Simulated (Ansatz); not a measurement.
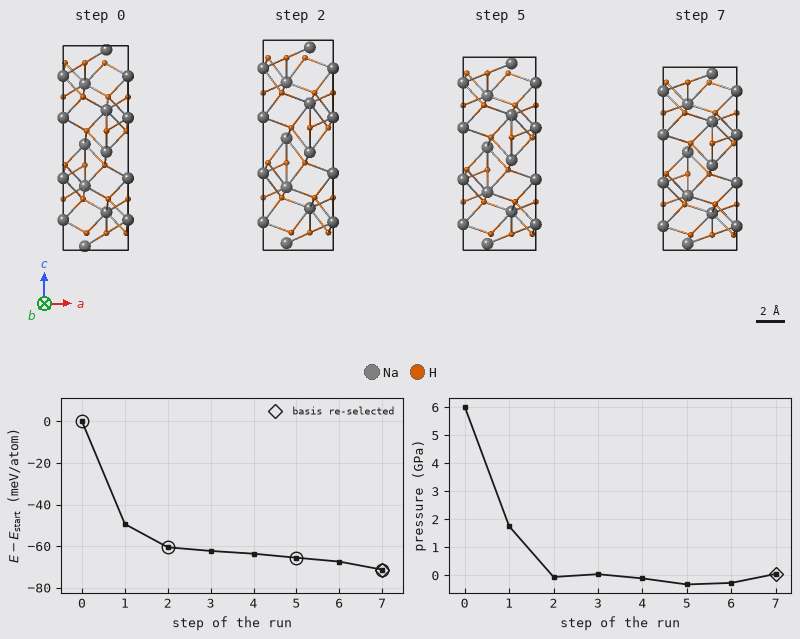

Frames of a relaxation of solid Na2H3 (built on the corundum_167 type) (coarse preliminary run), marked on the history of the run. The picture is a ball-and-stick view of the conventional cell (3 times the calculation's cell), seen along the b axis. Lengths and directions refer to the drawn axes.

Case: corundum type (R-3c, No. 167).

All numbers below come from DFT PBE, scalar-relativistic, plane waves, PAW in Ansatz.

Input file:
```yaml
crystal:
  lattice:
    - [2.6804539433, 1.5475608057, 4.8788287022]
    - [-2.6804539433, 1.5475608057, 4.8788287022]
    - [0.0, -3.0951216115, 4.8788287022]
  atoms:
    - { symbol: Na, position: [0.85218, 0.85218, 0.85218] }
    - { symbol: Na, position: [0.64782, 0.64782, 0.64782] }
    - { symbol: Na, position: [0.14782, 0.14782, 0.14782] }
    - { symbol: Na, position: [0.35218, 0.35218, 0.35218] }
    - { symbol: H, position: [0.05625, 0.44375, 0.75] }
    - { symbol: H, position: [0.75, 0.05625, 0.44375] }
    - { symbol: H, position: [0.44375, 0.75, 0.05625] }
    - { symbol: H, position: [0.94375, 0.55625, 0.25] }
    - { symbol: H, position: [0.25, 0.94375, 0.55625] }
    - { symbol: H, position: [0.55625, 0.25, 0.94375] }
basis:
  ecutwfc: 420
kpoints:
  mp_grid: { grid: [6, 6, 6] }
hamiltonian:
  xc: pbe
scf:
  occupations: { method: gaussian, width: 0.1 }
  lower_state_search: "off"
output:
  forces: true
  stress: true
  eigenvalues: true
relax:
  adjacent_minimum: "off"
  f_tol: 0.04
  max_steps: 70
  cell: { stress_tol: 0.4 }
```

Run as
```bash
ansatz run input.yaml --threads 1 --pin off --max-ram 2560MiB --backend cpu --events-out ev --progress --plain --runs-dir out
```

Describe the path.

The largest moves relative to the cell, 0.22 Å, are those of Na1, Na2, Na3 and Na4. Na3 goes along −c. Largest moves by element: Na 0.22 Å, H 0.08 Å. The drawn cell changes as follows: a = b 5.361 → 6.078 Å (+13.4 %), c 14.636 → 13.114 Å (−10.4 %); the volume changes by +15.2 %. Among the contacts that change: Na1–Na3 3.144 → 3.631 Å, Na1–H10 2.089 → 2.249 Å, Na1–H5 2.221 → 2.365 Å, Na1–Na2 2.991 → 3.117 Å. Bond angles that change, for instance: H5–Na3–H6 101.2° → 112.6°, H5–Na3–H8 86.4° → 76.2°, Na1–H10–Na3 93.6° → 103.8°. The space group stays R-3c (No. 167). The energy falls by 71.3 meV per atom in 6 accepted moves (7 points after the start). The largest force component goes from 0.19 to 0.008 eV/Å. The pressure goes from 6.02 to 0.05 GPa. The SCF was repeated once at an unchanged geometry on a basis and grid sized afresh for the cell, which shifted the energy by 3.9 meV per atom at most. Cost: 91 s on 1 thread of Intel(R) Xeon(R) Platinum 8259CL CPU @ 2.50GHz (Skylake/Cascade Lake), on a shared host, peak memory 0.46 GiB. From step 0 to 2: H atoms move most (0.24 Å), volume +19.4 %, energy −60.5 meV per atom. From step 2 to 5: H atoms move most (0.12 Å), volume −0.7 %, energy −5.0 meV per atom. From step 5 to 7: H atoms move most (0.04 Å), volume −2.9 %, energy −5.7 meV per atom.

```
step  E − E(0), meV/atom  largest force component, eV/Å  pressure, GPa  volume, Å³/atom                      note
   0                0.00                         0.1947           6.02           12.143                          
   1              -49.35                         0.1245           1.76           13.812                          
   2              -60.52                         0.0537          -0.06           14.499                          
   3              -62.27                         0.0153           0.04           14.516                          
   4              -63.60                         0.0226          -0.11           14.553                          
   5              -65.54                         0.0258          -0.32           14.395                          
   6              -67.40                         0.0087          -0.27           13.983                          
   7              -71.26                         0.0080           0.05           13.983  same geometry, new basis
```
